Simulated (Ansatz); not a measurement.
SnSe

Input

```
crystal:
  lattice:
    - [3.2395070409, 0.0, 0.0]
    - [-1.6197535204, 2.8054953931, 0.0]
    - [0.0, 0.0, 5.6375963792]
  atoms:
    - { symbol: Sn, position: [0.0, 0.0, 0.0] }
    - { symbol: Se, position: [0.0, 0.0, 0.5] }
basis:
  ecutwfc: 420
kpoints:
  mp_grid: { grid: [18, 18, 10] }
hamiltonian:
  xc: pbe
scf:
  occupations: { method: gaussian, width: 0.1 }
output:
  forces: true
  stress: true
  eigenvalues: true
  write_density: true
  write_potential: true
  elf: true
  volumetric_format: npy
relax:
  adjacent_minimum: "off"
  f_tol: 0.01
  max_steps: 80
  cell: { stress_tol: 0.05 }
```

Command:

```sh
ansatz run input.yaml --threads 1 --pin off --max-ram 2560MiB --backend cpu --events-out ev --progress --plain --runs-dir out
```

Below, planes, directions and counts refer to the conventional cell (a = 3.22 Å, b = 3.22 Å, c = 5.75 Å, α = 90.00°, β = 90.00°, γ = 120.00°).

The fields are those of the run's last geometry, not of the input's.

Space group P6/mmm; a structure generated by program, which may or may not match a known phase.

All numbers below come from Ansatz 0.2.0, DFT PBE, scalar-relativistic, plane waves, PAW.

What can the converged valence pseudo-density and electron localisation function tell about the bonding?

Sn–Se (2.87 Å): the density is about 0.27 e/Å³ at the midpoint; the ELF is about 0.45 at the midpoint and 0.30 at its lowest between the atoms.

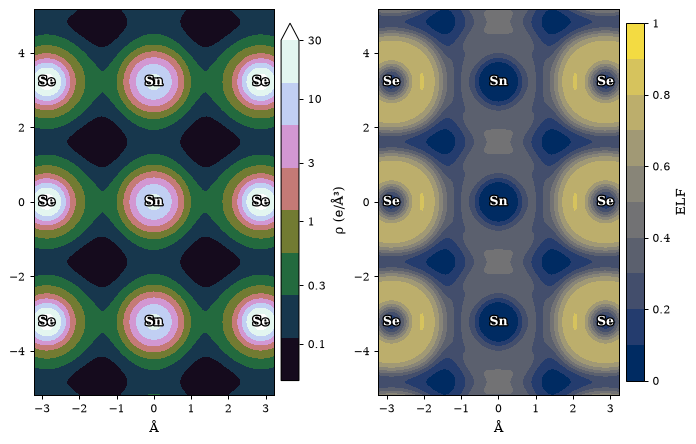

Computed valence pseudo-density and electron localisation function on the (11̄0) plane of the conventional cell, in this order. 

In a PAW calculation such maps are meaningful between the atoms, not at the nuclei.
